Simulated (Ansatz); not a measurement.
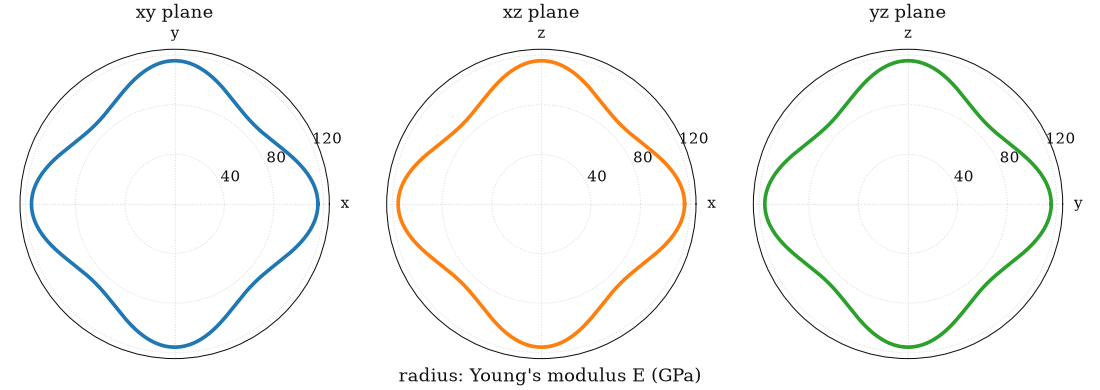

Method: elastic stress-strain coefficients at zero temperature from small strains of the given cell, Voigt order xx yy zz yz xz xy, Cartesian axes of the cell vectors; plane waves with PAW datasets, Γ-centred k mesh (Ansatz 0.2.0). Level: PBE, no spin polarisation.

wave cutoff 420 eV; k mesh 8×8×8; occupations fixed; ions relaxed; strain amplitude 0.002.

The given structure:
```yaml
crystal:
  lattice:
    - [0.00000, 2.85590, 2.85590]
    - [2.85590, 0.00000, 2.85590]
    - [2.85590, 2.85590, 0.00000]
  atoms:
    - { symbol: Ca, position: [0.50000, 0.50000, 0.50000] }
    - { symbol: S, position: [0.00000, 0.00000, 0.00000] }
```

**Figure.** Young's modulus as a function of direction in the xy, xz and yz planes for CaS, space group Fm-3m (No. 225) (cell built by us, not taken from a database).

Over all directions E runs from 84 to 115 GPa, a ratio of 1.37. E is 115 GPa along x, y and z alike, and 84 GPa along the body diagonal x + y + z. The Hill averages are K = 57 GPa and G = 39 GPa, Poisson's ratio 0.22; K/G = 1.45.
